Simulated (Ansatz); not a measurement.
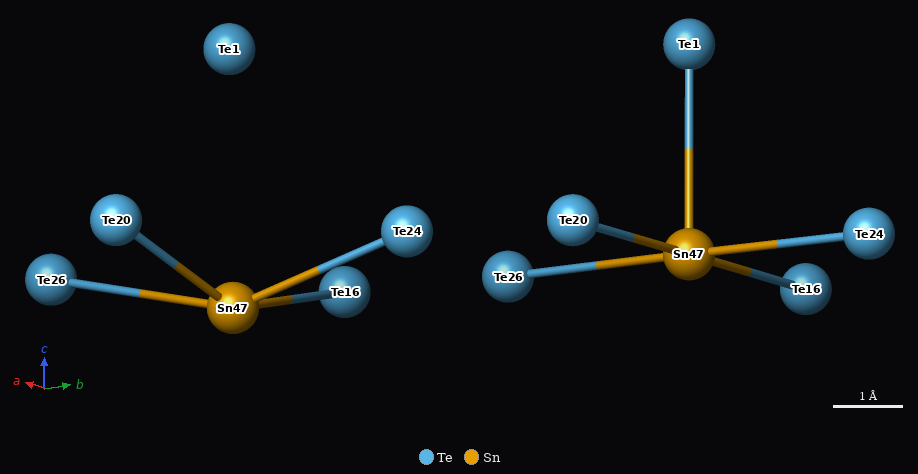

Two geometries of a defect cell of composition Te31Sn31, drawn at one scale. One is the start of a relaxation, the other its converged end. Style: ball-and-stick. Shown: the atoms within 4.2 Å of the atom that moves most (axes of the cell of the calculation (origin shifted)), from a free direction.

The calculation used DFT, PBEsol, PAW, plane waves in Ansatz. Set-up: plane-wave cutoff 420 eV; k-point mesh 1 × 1 × 1; mesh shifted by (0.25, 0.25, 0.25); collinear spin; atoms relaxed in a fixed cell; force threshold 0.03 eV/Å; at most 80 steps.

**Which one is relaxed?**

The left one is the relaxed one. The atoms of the start lie slightly off their symmetric places, so part of the fall in energy undoes that. The energy falls by 0.412 eV per cell of the calculation in 17 geometry steps. Largest force component: 0.33 eV/Å at the start, 0.02 eV/Å at the end. The forces were under the threshold at step 12, but the run went on from there. The atom that moves furthest is Sn47 (0.91 Å roughly along [1 1 −3]). By element the largest moves are Sn 0.91 Å, Te 0.14 Å. The cell stays as it was. Near-neighbour distances that change, for instance: Te1–Sn47 3.124 → 3.931 Å, Te16–Sn47 3.171 → 3.452 Å, Te26–Sn47 3.141 → 3.419 Å, Te20–Sn47 3.172 → 3.021 Å. Bond angles that change, for instance: Te24–Sn47–Te26 179.2° → 148.9°, Te20–Sn47–Te26 90.2° → 86.9°, Te20–Sn47–Te24 89.2° → 91.8°. The program noted that the starting moments weren't kept.
